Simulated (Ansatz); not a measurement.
# Geometry relaxation of W (part 2 of 2)

The same run, continued: W (2 atoms in the cell); DFT PBE, scalar-relativistic, plane waves, PAW, spin-polarised (Ansatz 0.2.0); cutoff 420 eV, 1×1×24 k-mesh, Gaussian smearing of 0.05 eV, collinear spins. The structure derives from an entry of the Crystallography Open Database. It belongs to a series of runs on one base structure; here: strip chain of atoms.

Geometry of the input (Å; fractional positions):
```
11.2000  0.0000  0.0000
0.0000  9.3000  0.0000
0.0000  0.0000  2.6302
W  0.4003  0.5000  0.0000
W  0.5997  0.5000  0.5000
```

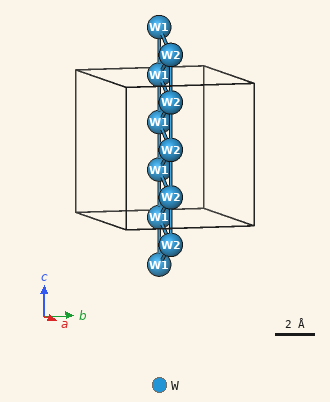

Fig. 1: The geometry at step 2 of the log (ball-and-stick view of the 3 repeat of the cell, with the vacuum cut short, seen slightly off an axis; bonded neighbours outside the cell are drawn too; atoms are numbered from 1 in the order of the input).

What the program printed, continued:
```
relax step   4: F+E_penalty+E_count = -20761.77314073 eV  Δ(F+E_penalty+E_count) = -2.811e-3 eV  max|allowed force component| = 1.575e-2 eV/Å  Δτ_max = 0.0040 Å  P = -0.009 GPa  Ω = 259.711 Å³  energy of the carried Pulay correction = +6.077e-4 eV  fix = [a, b, alpha, beta, gamma]  reactions: a +0.045, b -0.027 GPa  (9 SCF iters, dr2 threshold 2.00e-7 eV, accepted)
Crystal: 2 atoms, lattice volume = 259.535 Å³
Basis set: ecut = 420 eV, 5075 PW (Γ), exchange–correlation on 150×128×36 points (8 copies of the dense FFT grid, shifted against one another)
preconditioner: auto → LDOS  [metal: Δε(μ)=0.041 eV  Ē_g=4.069 eV  σ=0.050 eV  W_gap=0.41  n_scr=16 (ndim 8)  ℏωp=8.0 eV  f_vac=0.691  D(μ)=4.92/eV (n_scr^D=30)]
spin=Collinear: LDOS preconditioning applied to the charge; magnetization (m = ρ↑ − ρ↓) channel mixes plain (no charge-response kernel on spin).
SCF 5 converged in 9 iterations: F = -20761.773210 eV  dr2 = 2.98e-11
relax step   5: F+E_penalty+E_count = -20761.77321020 eV  Δ(F+E_penalty+E_count) = -6.948e-5 eV  max|allowed force component| = 1.097e-2 eV/Å  Δτ_max = 0.0008 Å  P = -0.007 GPa  Ω = 259.535 Å³  energy of the carried Pulay correction = +6.155e-4 eV  fix = [a, b, alpha, beta, gamma]  reactions: a +0.039, b -0.027 GPa  (9 SCF iters, dr2 threshold 1.55e-8 eV, accepted)
Crystal: 2 atoms, lattice volume = 259.145 Å³
Basis set: ecut = 420 eV, 5067 PW (Γ), exchange–correlation on 150×128×36 points (8 copies of the dense FFT grid, shifted against one another)
preconditioner: auto → LDOS  [metal: Δε(μ)=0.044 eV  Ē_g=4.077 eV  σ=0.050 eV  W_gap=0.46  n_scr=16 (ndim 8)  ℏωp=8.0 eV  f_vac=0.691  D(μ)=5.33/eV (n_scr^D=30)]
spin=Collinear: LDOS preconditioning applied to the charge; magnetization (m = ρ↑ − ρ↓) channel mixes plain (no charge-response kernel on spin).
SCF 6 converged in 16 iterations: F = -20761.773616 eV  dr2 = 1.14e-10
relax step   6: F+E_penalty+E_count = -20761.77361583 eV  Δ(F+E_penalty+E_count) = -4.056e-4 eV  max|allowed force component| = 7.725e-2 eV/Å  Δτ_max = 0.0019 Å  P = -0.032 GPa  Ω = 259.145 Å³  energy of the carried Pulay correction = +6.327e-4 eV  fix = [a, b, alpha, beta, gamma]  reactions: a +0.131, b -0.026 GPa  (16 SCF iters, dr2 threshold 7.53e-9 eV, accepted)
Crystal: 2 atoms, lattice volume = 256.599 Å³
Basis set: ecut = 420 eV, 4995 PW (Γ), exchange–correlation on 150×128×36 points (8 copies of the dense FFT grid, shifted against one another)
preconditioner: auto → LDOS  [metal: Δε(μ)=0.027 eV  Ē_g=4.136 eV  σ=0.050 eV  W_gap=0.30  n_scr=16 (ndim 8)  ℏωp=8.0 eV  f_vac=0.690  D(μ)=3.38/eV (n_scr^D=20)]
spin=Collinear: LDOS preconditioning applied to the charge; magnetization (m = ρ↑ − ρ↓) channel mixes plain (no charge-response kernel on spin).
preconditioner: auto → Resta (q_TF=auto, 1.886 Å⁻¹)  ε∞=4.7  [insulator: Δε(μ)=0.072 eV  Ē_g=4.152 eV  σ=0.050 eV  W_gap=0.53  n_scr=30 (ndim 8)  ℏωp=8.0 eV  f_vac=0.690  D(μ)=3.33/eV (n_scr^D=20)  ε∞_Penn≈4.7  vacuum switching on, ρ_ref=1.3e-3 e/Å³]
spin=Collinear: Resta preconditioning applied to the charge; magnetization (m = ρ↑ − ρ↓) channel mixes plain (no charge-response kernel on spin).
SCF 7 converged in 9 iterations: F = -20761.773886 eV  dr2 = 2.40e-10
relax step   7: F+E_penalty+E_count = -20761.77388646 eV  Δ(F+E_penalty+E_count) = -2.706e-4 eV  max|allowed force component| = 7.185e-2 eV/Å  Δτ_max = 0.0123 Å  P = +0.081 GPa  Ω = 256.599 Å³  energy of the carried Pulay correction = +7.463e-4 eV  fix = [a, b, alpha, beta, gamma]  reactions: a -0.074, b -0.026 GPa  (9 SCF iters, dr2 threshold 2.00e-7 eV, accepted)
Crystal: 2 atoms, lattice volume = 258.024 Å³
Basis set: ecut = 420 eV, 5019 PW (Γ), exchange–correlation on 150×128×36 points (8 copies of the dense FFT grid, shifted against one another)
preconditioner: auto → Resta (q_TF=auto, 1.884 Å⁻¹)  ε∞=4.8  [insulator: Δε(μ)=0.091 eV  Ē_g=4.125 eV  σ=0.050 eV  W_gap=0.61  n_scr=30 (ndim 8)  ℏωp=8.0 eV  f_vac=0.691  D(μ)=3.21/eV (n_scr^D=20)  ε∞_Penn≈4.8  vacuum switching on, ρ_ref=1.2e-3 e/Å³]
spin=Collinear: Resta preconditioning applied to the charge; magnetization (m = ρ↑ − ρ↓) channel mixes plain (no charge-response kernel on spin).
SCF 8 converged in 7 iterations: F = -20761.775396 eV  dr2 = 1.25e-9
relax step   8: F+E_penalty+E_count = -20761.77539584 eV  Δ(F+E_penalty+E_count) = -1.509e-3 eV  max|allowed force component| = 1.425e-2 eV/Å  Δτ_max = 0.0065 Å  P = -0.013 GPa  Ω = 258.024 Å³  energy of the carried Pulay correction = +6.826e-4 eV  fix = [a, b, alpha, beta, gamma]  reactions: a +0.045, b -0.026 GPa  (7 SCF iters, dr2 threshold 2.00e-7 eV, accepted)
Crystal: 2 atoms, lattice volume = 257.749 Å³
Basis set: ecut = 420 eV, 5011 PW (Γ), exchange–correlation on 150×128×36 points (8 copies of the dense FFT grid, shifted against one another)
preconditioner: auto → LDOS  [metal: Δε(μ)=0.069 eV  Ē_g=4.126 eV  σ=0.050 eV  W_gap=0.49  n_scr=16 (ndim 8)  ℏωp=8.0 eV  f_vac=0.690  D(μ)=3.09/eV (n_scr^D=20)]
spin=Collinear: LDOS preconditioning applied to the charge; magnetization (m = ρ↑ − ρ↓) channel mixes plain (no charge-response kernel on spin).
SCF 9 converged in 7 iterations: F = -20761.775463 eV  dr2 = 2.11e-11
relax step   9: F+E_penalty+E_count = -20761.77546308 eV  Δ(F+E_penalty+E_count) = -6.724e-5 eV  max|allowed force component| = 1.743e-3 eV/Å  Δτ_max = 0.0012 Å  P = +0.003 GPa  Ω = 257.749 Å³  energy of the carried Pulay correction = +6.948e-4 eV  fix = [a, b, alpha, beta, gamma]  reactions: a +0.023, b -0.026 GPa  (7 SCF iters, dr2 threshold 1.27e-8 eV, accepted)
Initial wavefunctions: pseudopotential atomic-orbital guess (no wavefunctions were taken with the density)
iter 1 solved again at ethr=3.11e-7 eV; its pass at ethr=3.10e-3 eV (dr2=8.71e-5 eV) is discarded
SCF iter   1: F=—  HF=-20761.774758 eV  |F-HF|=—  |Δ(HF+E_count)|=         —  Δρ=3.34e-5 (↑3.34e-5 ↓3.27e-5)  dr2=1.72e-6  dr2_m=5.92e-9  M=1.010 μB ∫|m|=1.013 μB  β_m=0.65  ethr=3.11e-7  ⟨swp⟩=3.9  Hψ=4181  notcnv=0
preconditioner: auto → Resta (q_TF=auto, 1.885 Å⁻¹)  ε∞=4.8  [insulator: Δε(μ)=0.074 eV  Ē_g=4.127 eV  σ=0.050 eV  W_gap=0.52  n_scr=30 (ndim 8)  ℏωp=8.0 eV  f_vac=0.690  D(μ)=3.11/eV (n_scr^D=20)  ε∞_Penn≈4.8  vacuum switching on, ρ_ref=1.2e-3 e/Å³]
spin=Collinear: Resta preconditioning applied to the charge; magnetization (m = ρ↑ − ρ↓) channel mixes plain (no charge-response kernel on spin).
SCF iter   2: F=—  HF=-20761.774782 eV  |F-HF|=—  |Δ(HF+E_count)|=   2.34e-5  Δρ=1.22e-5 (↑1.22e-5 ↓1.18e-5)  dr2=2.10e-7  dr2_m=4.73e-10  M=1.010 μB ∫|m|=1.013 μB  β_m=0.61  ethr=6.14e-9  ⟨swp⟩=2.9  Hψ=922  notcnv=0
SCF iter   3: F=—  HF=-20761.774782 eV  |F-HF|=—  |Δ(HF+E_count)|=   3.03e-7  Δρ=2.31e-6 (↑2.29e-6 ↓2.31e-6)  dr2=1.55e-8  dr2_m=5.06e-10  M=1.010 μB ∫|m|=1.013 μB  β_m=0.74  ethr=7.50e-10  ⟨swp⟩=2.3  Hψ=731  notcnv=0
SCF iter   4: F=—  HF=-20761.774782 eV  |F-HF|=—  |Δ(HF+E_count)|=   3.85e-8  Δρ=5.39e-7 (↑4.21e-7 ↓5.39e-7)  dr2=2.15e-9  dr2_m=2.81e-10  M=1.010 μB ∫|m|=1.013 μB  β_m=0.87  ethr=5.54e-11  ⟨swp⟩=2.3  Hψ=755  notcnv=0
SCF iter   5: F=—  HF=-20761.774782 eV  |F-HF|=—  |Δ(HF+E_count)|=   3.20e-9  Δρ=1.80e-7 (↑1.80e-7 ↓1.41e-7)  dr2=2.05e-10  dr2_m=4.20e-11  M=1.010 μB ∫|m|=1.013 μB  β_m=0.90  ethr=7.67e-12  ⟨swp⟩=2.7  Hψ=863  notcnv=0
SCF iter   6: F=—  HF=-20761.774782 eV  |F-HF|=—  |Δ(HF+E_count)|=  3.24e-10  Δρ=5.95e-8 (↑5.92e-8 ↓5.95e-8)  dr2=1.20e-11  dr2_m=6.52e-12  M=1.010 μB ∫|m|=1.013 μB  β_m=0.95  ethr=1.00e-12  ⟨swp⟩=2.5  Hψ=833  notcnv=0
SCF iter   7: F=-20761.774782 eV  HF=-20761.774782 eV  |F-HF|=0.00e0  |Δ(HF+E_count)|=  3.64e-11  Δρ=1.76e-8 (↑1.76e-8 ↓1.60e-8)  dr2=1.22e-12  dr2_m=5.52e-13  M=1.010 μB ∫|m|=1.013 μB  ethr=1.00e-12  ⟨swp⟩=6.5  Hψ=2545  notcnv=0
SCF 10 converged in 7 iterations: F = -20761.774782 eV  dr2 = 1.22e-12
relax step  10: F+E_penalty+E_count = -20761.77478207 eV  Δ(F+E_penalty+E_count) = +6.810e-4 eV  max|allowed force component| = 1.424e-3 eV/Å  Δτ_max = 0.0000 Å  P = +0.003 GPa  Ω = 257.749 Å³  fix = [a, b, alpha, beta, gamma]  reactions: a +0.024, b -0.026 GPa  stress off target by 1.04e-2 GPa on what of the cell is left free  SCF on the basis re-selected at this cell (its energy is not comparable with the rows above)  (7 SCF iters)
basis re-selected at this cell: Δ(F+E_penalty+E_count) = +6.810e-4 eV, ΔP = -0.000 GPa vs the last step (what re-selecting the basis moved, of the pressure what is left beyond the Pulay correction that the steps carried, after the strain that the cell walked since its last selection, with what the two solves' SCF thresholds leave and, on support functions, any second-order correction that the steps lacked; it is no measure of the basis error at this ecutwfc). This SCF's stress stands 1.04e-2 GPa from its target on what of the cell is left free (relax.cell.stress_tol is 3.00e-2 GPa) and its largest allowed force component is 1.42e-3 eV/Å (relax.f_tol is 1.00e-2 eV/Å): within both
WARN: The output density's exchange-correlation potential varies sharply where the density is thin. Do not read a vacuum level from v_tot or v_xc, or from such a field of the output density. On a cell that repeats whose density bears no net charge and no dipole along the vacuum's axis use v_es (v_loc + v_h of the components); under efield.dipole_correction with no amplitude use v_es + v_field, which holds any external_charges[].barrier, or the levels of the report's work_function block, which leave it out; under a non-zero efield.amplitude the vacuum is tilted and has no level; on a cell that repeats and bears such a dipole with no correction it is tilted too, and efield.dipole_correction with no amplitude gives each side of its ramp a level where efield: is served; in a cell that repeats whose density bears a net charge (total_charge, or a fill off its count) it is curved and has none; of a slab under crystal.periodic whose density bears no net charge use v_es, which has a level on each side, short of where the two are joined; of another it falls or rises all the way out and has none; of a slab beside external_charges read slab_vacuum_level instead, which it has where they leave it neutral. The grid or the basis barely resolves most such structure, and the values can differ between equally converged runs; as a rule a tighter scf.convergence.dr2_threshold does not remove it. Where the density itself ripples (under the LDA too) a higher basis.ecutwfc lessens it. The files hold the spikes' plane waves up to the density's cutoff. Files: v_tot_of_output_density and the like, and their columns of v_z.tsv (output.write_potential); v_xc_of_output_density and the like, and their columns of v_comp_z.tsv (output.write_potential_components). Measured: with its Gaussian average of σ = 0.25 Å subtracted twice, the exchange-correlation potential is over 0.1 eV at 4886 of the grid points where the equally averaged density (valence and model cores) is under 1e-3 e/Å³, and 1.01 eV at the most among them, at an averaged density of 6.8e-5 e/Å³. The input density's (outcome.potential() and, of a run that writes arrays, v_tot and v_xc) is over 0.1 eV, so measured, at 4884 points of its own thin density, 1.01 eV at the most. See output.write_potential in the manual, Limitations
an SCF from antiferromagnetic starting moments (-2.00, 2.00 Bohr magnetons, atom by atom) was not made, so that it is not known whether that order lies lower: the deck asks for what bars it, or types moments that do (magnetization.spin_polarized, in the input reference, names some of the keys), or the run goes by scf.lower_state_search: light, the default, which as a rule tries one only behind a close that has lost an order of both signs, or on which an open d or half-filled 4f shell of a PAW file has lost a moment that was set nearer to Hund's than to what is left; or, under a Hubbard U, one that names an f shell that the input leaves bare beside given moments, or a larger moment for a shell of low spin that is given one. standard, with a start from the atoms, tries one behind each close (in a relaxation, ahead of its steps or at their end). To set out from that order, type those moments (crystal.atoms[].spin; where shells were raised to Hund's moment, beside crystal.symmetry.detect: false) under scf.lower_state_search: light. The bands of the close that named these starting moments, or of the one ahead of a search that led to it (under cold or Methfessel-Paxton smearing those of the Gaussian ahead of it) read a cost of +13.53 meV for the turn to them, carried on from a small turn (+13.53 by the pairs of d shells alone)
SCF converged after 7 iterations
Magnetization: 1.0102 μB (14.5051 up, 13.4949 down)
Absolute magnetization: 1.0131 μB (∫|ρ↑−ρ↓|, with the PAW one-centre terms)
Spin contamination: 0.0058 ħ² per cell (⟨S²⟩ above its minimum at these occupations)
Per-site moments (μB) at R_I (Å): [(0.26666687604374206, 1.0207523013738664), (0.2666668760437421, 1.0207523013738664)]
Free energy (F): -20761.774782 eV
Harris-Foulkes:  -20761.774782 eV  (|F-HF|=0.00e0)
Internal energy: -20761.770896 eV  (E = F + TS)
E sigma→0 (E₀):  -20761.772839 eV
Entropy (-TS):   -0.003886 eV (-1.943 meV/atom)
Fermi energy:    -0.855844 eV
--- Per-component energies (eV) ---
  E_band       = -807.741489
  E_kinetic    = 892.473086
  E_local      = -8291.198586  (includes V_loc(G=0)·N_el)
  E_nonlocal   = 10.142531
  E_hartree    = 3649.534684
  E_xc         = -525.966787
  E_vxc        = -467.078936  (∫ρ·V_xc dr)
  E_paw        = -17126.498685  (= ΣΔE_a)
  E_vpaw       = -251.148808  (= ΣTr[D̂ρ^β])
  E_aug_tail   = -0.000125  (compensation charges beyond the density's cutoff)
  E_ewald      = 629.742985
  E_smearing   = -0.003886  (= −TS)
  E_closure    = 0.000000  (closes the sum)
  Σ components = -20761.774782   (vs F -20761.774782, Δ=0.00e0)
--- Forces (eV/Å), atoms counted from 1 ---
  atom   1  W      0.00142403     0.00000000     0.00000000
  atom   2  W     -0.00142403     0.00000000     0.00000000
  max |Σ_I F_I| component: 0.00e0 eV/Å
--- Stress (GPa, compression-positive) ---
        0.023956       0.000000       0.000000
        0.000000      -0.026097       0.000000
        0.000000       0.000000       0.010375
  P = ⅓ Tr σ = 0.0027 GPa (0.027 kbar)
--- Band table (eV; the first three rows and the last of 26) ---
  k-point 0 ↑: bands = ["-75.0375", "-74.9010", "-39.9463", "-39.5256", "-39.3430", "-38.7723", "-38.1541", "-37.9100", "-6.9286", "-6.2440", "-3.6236", "-3.2009", "-2.5234", "-2.1044", "-0.7275", "-0.7130", "-0.0431", "0.8502", "0.9627", "2.5806"]
  k-point 1 ↑: bands = ["-75.0337", "-74.8982", "-39.9388", "-39.5208", "-39.3395", "-38.7773", "-38.1882", "-37.9496", "-6.8256", "-6.1145", "-3.6020", "-3.1494", "-2.4915", "-2.1017", "-0.7835", "-0.7425", "-0.0762", "0.7857", "0.9808", "2.4036"]
  k-point 2 ↑: bands = ["-75.0224", "-74.8902", "-39.9168", "-39.5064", "-39.3296", "-38.7954", "-38.2840", "-38.0643", "-6.5286", "-5.7323", "-3.5396", "-2.9977", "-2.3928", "-2.1190", "-0.9555", "-0.8012", "-0.1858", "0.5884", "1.0438", "2.0029"]
  k-point 12 ↓: bands = ["-74.6194", "-74.6194", "-40.0861", "-40.0861", "-38.8840", "-38.8840", "-38.8135", "-38.8135", "-4.8731", "-4.8731", "-3.8135", "-3.8135", "0.4903", "0.4903", "0.5606", "0.5606", "0.9789", "0.9789", "4.5882", "4.5882"]
--- Relaxed structure (9 steps of the walk, 9 accepted, 1 SCFs on fresh bases) ---
  F+E_penalty+E_count = -20761.77478207 eV   max|allowed force component| = 1.424e-3 eV/Å   (the final SCF, on the basis selected at the relaxed cell)
  cell:  # Å, volume = 257.7492 Å³
    - [11.2, 0.0, 0.0]
    - [0.0, 9.3, 0.0]
    - [0.0, 0.0, 2.4745510336336154]
  atoms:
    - { symbol: W, position: [0.40016721483126444, 0.5, 0.0] }
    - { symbol: W, position: [0.5998327851687357, 0.5, 0.49999999999999994] }
--- Löwdin populations: 2 sites ---
  site symbol       q [e]    m [muB]
     0      W     13.9392     0.4939
     1      W     13.9392     0.4939
  spilling = 0.004342 (of n_electrons = 28.000000)
```

File populations.tsv:
```
# site	symbol	l	j	q_up	q_dn
# orbitals = lowdin
# n_electrons = 28.000000
# spilling = 0.004342
0	W	0_5S	-	0.983561	0.983480
0	W	0_6S	-	0.611455	0.566837
0	W	1_5P	-	2.986849	2.984987
0	W	2_5D	-	2.634696	2.187347
1	W	0_5S	-	0.983561	0.983480
1	W	0_6S	-	0.611455	0.566837
1	W	1_5P	-	2.986849	2.984987
1	W	2_5D	-	2.634696	2.187347
```

Trajectory as extended XYZ (Å, eV, eV/Å), 10 frames, from step=1 to step=10:
```
2
Lattice="11.2000 0.0000 0.0000 0.0000 9.3000 0.0000 0.0000 0.0000 2.6302" Properties=species:S:1:pos:R:3:forces:R:3 step=1 energy=-20761.54036 pressure_GPa=-2.00
W     4.4834    4.6500    0.0000    1.0551   0.0000   0.0000
W     6.7166    4.6500    1.3151   -1.0551   0.0000   0.0000
2
Lattice="11.2000 0.0000 0.0000 0.0000 9.3000 0.0000 0.0000 0.0000 2.5017" Properties=species:S:1:pos:R:3:forces:R:3 step=2 energy=-20761.66448 pressure_GPa=1.21
W     4.5485    4.6500    0.0000   -2.0426   0.0000   0.0000
W     6.6515    4.6500    1.2508    2.0426   0.0000   0.0000
2
Lattice="11.2000 0.0000 0.0000 0.0000 9.3000 0.0000 0.0000 0.0000 2.5078" Properties=species:S:1:pos:R:3:forces:R:3 step=3 energy=-20761.77033 pressure_GPa=-0.16
W     4.4956    4.6500    0.0000   -0.0354   0.0000   0.0000
W     6.7044    4.6500    1.2539    0.0354   0.0000   0.0000
2
Lattice="11.2000 0.0000 0.0000 0.0000 9.3000 0.0000 0.0000 0.0000 2.4934" Properties=species:S:1:pos:R:3:forces:R:3 step=4 energy=-20761.77314 pressure_GPa=-0.01
W     4.4916    4.6500    0.0000   -0.0157   0.0000   0.0000
W     6.7084    4.6500    1.2467    0.0157   0.0000   0.0000
2
Lattice="11.2000 0.0000 0.0000 0.0000 9.3000 0.0000 0.0000 0.0000 2.4917" Properties=species:S:1:pos:R:3:forces:R:3 step=5 energy=-20761.77321 pressure_GPa=-0.01
W     4.4908    4.6500    0.0000   -0.0110   0.0000   0.0000
W     6.7092    4.6500    1.2458    0.0110   0.0000   0.0000
2
Lattice="11.2000 0.0000 0.0000 0.0000 9.3000 0.0000 0.0000 0.0000 2.4880" Properties=species:S:1:pos:R:3:forces:R:3 step=6 energy=-20761.77362 pressure_GPa=-0.03
W     4.4889    4.6500    0.0000   -0.0773   0.0000   0.0000
W     6.7111    4.6500    1.2440    0.0773   0.0000   0.0000
2
Lattice="11.2000 0.0000 0.0000 0.0000 9.3000 0.0000 0.0000 0.0000 2.4635" Properties=species:S:1:pos:R:3:forces:R:3 step=7 energy=-20761.77389 pressure_GPa=0.08
W     4.4766    4.6500    0.0000    0.0719   0.0000   0.0000
W     6.7234    4.6500    1.2318   -0.0719   0.0000   0.0000
2
Lattice="11.2000 0.0000 0.0000 0.0000 9.3000 0.0000 0.0000 0.0000 2.4772" Properties=species:S:1:pos:R:3:forces:R:3 step=8 energy=-20761.77540 pressure_GPa=-0.01
W     4.4831    4.6500    0.0000   -0.0142   0.0000   0.0000
W     6.7169    4.6500    1.2386    0.0142   0.0000   0.0000
2
Lattice="11.2000 0.0000 0.0000 0.0000 9.3000 0.0000 0.0000 0.0000 2.4746" Properties=species:S:1:pos:R:3:forces:R:3 step=9 energy=-20761.77546 pressure_GPa=0.00
W     4.4819    4.6500    0.0000    0.0017   0.0000   0.0000
W     6.7181    4.6500    1.2373   -0.0017   0.0000   0.0000
2
Lattice="11.2000 0.0000 0.0000 0.0000 9.3000 0.0000 0.0000 0.0000 2.4746" Properties=species:S:1:pos:R:3:forces:R:3 step=10 energy=-20761.77478 pressure_GPa=0.00
W     4.4819    4.6500    0.0000    0.0014   0.0000   0.0000
W     6.7181    4.6500    1.2373   -0.0014   0.0000   0.0000
```

Summary:

| quantity | value |
| --- | --- |
| outcome | converged |
| electrons treated | 28 |
| free energy | −20761.7748 eV |
| Fermi energy | −0.856 eV |
| gap on the k-point mesh | none (metallic) |
| net moment of the cell | 1.01 μB |
| integrated absolute moment | 1.01 μB |
| final volume | 257.75 Å³ |
| largest force (length of the vector) at the end | 0.001 eV/Å |
| hardware | 2 threads of Arm Neoverse V1, 24 GiB of memory available, shared host |
| wall time | 77 s (CPU time 2.5 min) |
| peak memory | 0.56 GiB |

Notes:

The program warns: the exchange-correlation potential is rough where the density is thin. Spin–orbit coupling is left out, which matters for W.
